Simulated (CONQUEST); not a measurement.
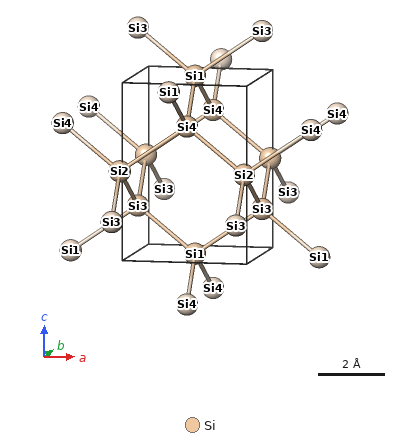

Figure 1. The structure as given in the input (ball-and-stick view of the cell of the calculation, seen slightly off an axis; neighbours outside the cell are drawn fainter; atoms are numbered from 1 in the order of the input). Near neighbours in the crystal (not all of them lie inside the picture): Si has 4 Si at 2.24 to 2.55 Å.

## Run report: Si, density-of-states run

Si (P-1, 4 atoms in the cell), computed with Kohn-Sham DFT of a periodic cell, LDA-VWN, PseudoDojo NC LDA, no spin polarisation (CONQUEST 1.3).

The structure derives from a Materials Project entry. It belongs to a series of runs on one base structure; here: atoms moved at random by about 0.1 A.

Output
```
Simulation cell dimensions:     7.2741 a0 x     7.2741 a0 x    10.2871 a0

      Atomic coordinates (a0)
         Atom         X         Y         Z  Species
            1    3.4417    3.8354   10.2793        1
            2    7.0787    0.1983    5.1357        1
            3    0.1357    3.6593    2.7100        1
            4    3.7727    0.0223    7.8536        1

         Monkhorst-Pack mesh:   6 x   6 x   4 gamma-centred
        This calculation includes non-local pseudopotentials,
         with a maximum core radius of      7.64873008

    Job title: Si
    Job to be run: static calculation

    Ground state search:
      Support functions represented with PAO basis
      1:1 PAO to SF mapping
      Non-spin-polarised electrons
      Solving for the K matrix using diagonalisation
      Using Fermi-Dirac smearing

    Integration grid size:     36 x   36 x   60

    Integration grid spacing:  0.202 a0 x 0.202 a0 x 0.171 a0

    Number of species:  1
    --------------------------------------------------------
    |   #  mass (au)  Charge (e)  SF Rad (a0)  NSF  Label  |
    --------------------------------------------------------
    |   1     28.090       4.000        7.880    9  Si     |
    --------------------------------------------------------
          SCF tolerance:                 0.00000100
          SCF iterations:               100

    LibXC version:  6. 2. 2
    Using the LDA functional Slater exchange
    Using the LDA functional Vosko, Wilk & Nusair (VWN5)

           radial cut-off to be used is taken to be max PAO cut-off radius for this species:    7.648730

           greatest ang. mom. for making density from PAOs:  2
    Minimum blocs/proc is     1215. Maximum blocs/proc is     1215
    set_atom_dens: In set_atomic_density, electrons :      16.000000000000
 matrix_size & matrix_size_padH =           36          36

    Screened ion int: energy:     -10.696027767506 Ha

    new_SC_potl: Starting.  Tolerance:  0.10000E-05

    PulayMixSC: Starting Pulay mixing, A_up =  0.500 A_dn =  0.500
    PulayMixSC: Spin non-polarised calculation.
          Harris-Foulkes Energy            :       -16.959151075231954 Ha
          GroundState Energy (E-(1/2)TS)   :       -16.959350471645344 Ha
          Free Energy (E-TS)               :       -16.959549868058737 Ha
          DFT Total Energy                 :       -16.956231704443788 Ha
          Total number of electrons        :        15.999999999999748
    PulayMixSC: Pulay iteration     1 residual:              0.49384E-02
          Harris-Foulkes Energy            :       -16.957036596282830 Ha
          GroundState Energy (E-(1/2)TS)   :       -16.957248852263170 Ha
          Free Energy (E-TS)               :       -16.957461108243510 Ha
          DFT Total Energy                 :       -16.956356659191123 Ha
          Total number of electrons        :        16.000011280335979
    PulayMixSC: Pulay iteration     2 residual:              0.24081E-02
          Harris-Foulkes Energy            :       -16.956368348726738 Ha
          GroundState Energy (E-(1/2)TS)   :       -16.956588950843134 Ha
          Free Energy (E-TS)               :       -16.956809552959527 Ha
          DFT Total Energy                 :       -16.956363024151781 Ha
          Total number of electrons        :        16.000024048169379
    PulayMixSC: Pulay iteration     3 residual:              0.67604E-04
          Harris-Foulkes Energy            :       -16.956368801100091 Ha
          GroundState Energy (E-(1/2)TS)   :       -16.956587449919500 Ha
          Free Energy (E-TS)               :       -16.956806098738905 Ha
          DFT Total Energy                 :       -16.956368690540231 Ha
          Total number of electrons        :        16.000023976830185
    PulayMixSC: Pulay iteration     4 residual:              0.10887E-04
          Harris-Foulkes Energy            :       -16.956368298145865 Ha
          GroundState Energy (E-(1/2)TS)   :       -16.956586956518166 Ha
          Free Energy (E-TS)               :       -16.956805614890467 Ha
          DFT Total Energy                 :       -16.956368297492993 Ha
          Total number of electrons        :        16.000025563382113
    PulayMixSC: Pulay iteration     5 residual:              0.14046E-05
          Harris-Foulkes Energy            :       -16.956368297274778 Ha
          GroundState Energy (E-(1/2)TS)   :       -16.956586940717820 Ha
          Free Energy (E-TS)               :       -16.956805584160865 Ha
          DFT Total Energy                 :       -16.956368297199784 Ha
          Total number of electrons        :        16.000024678300480
    PulayMixSC: Pulay iteration     6 residual:              0.28482E-06
    PulayMixSC: Reached SCF tolerance of  0.28482E-06 after      6 iterations
      | Number of electrons      =        16.000025
      |* band energy as 2Tr[K.H] =        -6.457799761812906 Ha
      |  screened ion-ion energy =       -10.696027767506278 Ha
      |  Ha correction           =        -0.053621625553438 Ha
      |  XC correction           =         0.251079460264844 Ha
      | GS Energy as E-(1/2)TS   =       -16.956586940717820 Ha
      | Free Energy as E-TS      =       -16.956805584160865 Ha
      |* Harris-Foulkes energy   =       -16.956368297274778 Ha
      |* DFT total energy        =       -16.956368297199784 Ha
      |  estimated accuracy      =        -0.000000000074994 Ha
    get_E_and_F: Change in energy during last step of electronic optimisation:  0.87109E-09

    BIBLIOGRAPHY: Please consider citing the following references in the conquest.bib file

    CONQUEST:         Bowler2002pt, Miyazaki2004, Nakata2020
    Basis:            Bowler2019
    DM:               Bowler:2006xr
    Pseudopotentials: Hamann2013, Bowler2019
    XC references from LibXC:
      P. A. M. Dirac.,  Math. Proc. Cambridge Philos. Soc. 26, 376 (1930)

    Warnings written to file Conquest_warnings; please check
```

File PostProcessCQ.log
```
CONQUEST charge density conversion and STM image simulation

D. R. Bowler (UCL) and A. Nakata (NIMS)

  Creating projected density of states (pDOS); also generating DOS

  Calculating density of states (DOS)
    Reading k-points from eigenvalues file, not setting from input file
    Fermi level:     -0.20088 Ha   (=    -5.466 eV)
  Reading bands between   -0.100E+13Ha and    0.100E+13Ha
  Bands     1 to    36 were written out by CONQUEST
  DOS lower limit set by user:     -0.80090 Ha
  DOS upper limit set by user:      0.19910 Ha
  Sigma set by user:     0.003000 Ha
  Dividing DOS into   301 bins of width     0.003413 Ha
 iDOS_low is    0.0000000000000000
  DOS between      -0.813 Ha and Ef integrates to       16.000 electrons
  DOS between      -0.813 Ha and       0.211 Ha integrates to       39.598 electrons

  Calculating projected density of states (DOS)
    Resolving in l
    Producing pDOS for all atoms in cell
  Opening block file: hilbert_make_blk.dat
  Original run on        1 processors
  Results of integrating pDOS between      -0.813 and       0.211 Ha (electrons per atom).
       Atom       Total        l=0        l=1        l=2
          1       4.000      1.295      2.471      0.234
          2       4.000      1.295      2.471      0.234
          3       4.000      1.295      2.471      0.234
          4       4.000      1.295      2.471      0.234
  Integrated pDOS:      16.000 electrons
```

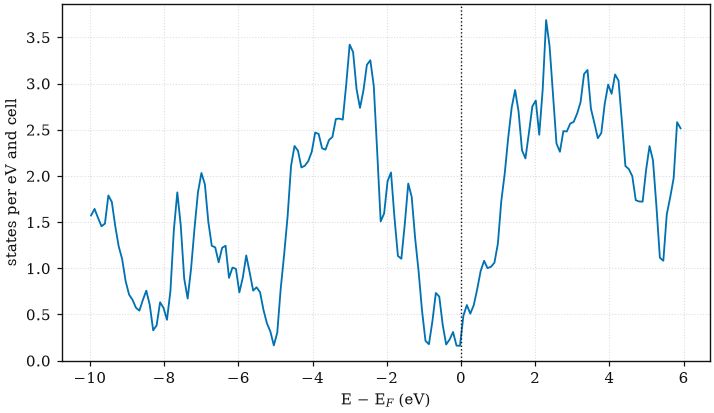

Figure 2. Density of states from the levels on the mesh of the run, whose fine structure reflects that mesh, with energies from the Fermi level of the run. At the top of the window the curve may fall because the computed bands end.

The run was set up as follows.

Input
```
IO.Title Si
IO.Coordinates coords.dat
IO.FractionalAtomicCoords F
IO.Iprint 2
IO.Iprint_init 1
General.NumberOfSpecies 1
General.PseudopotentialType hamann
General.FunctionalType -1007
General.DifferentFunctional T
AtomMove.TypeOfRun static
AtomMove.FullStress T
Grid.GridCutoff 120
DM.SolutionMethod diagon
Diag.MPMesh T
Diag.GammaCentred T
Diag.MPMeshX 6
Diag.MPMeshY 6
Diag.MPMeshZ 4
Diag.kT 0.00367493
minE.SCTolerance 1e-6
SC.MaxIters 100
IO.AtomChargeOutput T
IO.writeDOS T
IO.write_proj_DOS T
%block ChemicalSpeciesLabel
1 28.090 Si
%endblock
```

Launch command:
```bash
Conquest, then PostProcessCQ with the Process lines added to Conquest_input
```

Results in brief

| quantity | value |
| --- | --- |
| outcome | converged |
| space group (tolerance 0.01 Å) | P-1 (2) |
| electrons treated | 16 |
| free energy | −461.4182 eV |
| Fermi energy of the self-consistent step | −5.466 eV |
| gap on the k-point mesh | none (metallic) |
| hardware | 1 thread of Intel Xeon (Sapphire Rapids), 16 GiB of memory available, shared host |
| wall time | 12 s |
| peak memory | 0.34 GiB |

Further notes kept with the run: read_and_write: Functional in input file differs to pseudopotential but proceeding: -1007 -1012. Points of doubt noted for this run: small atomic basis.
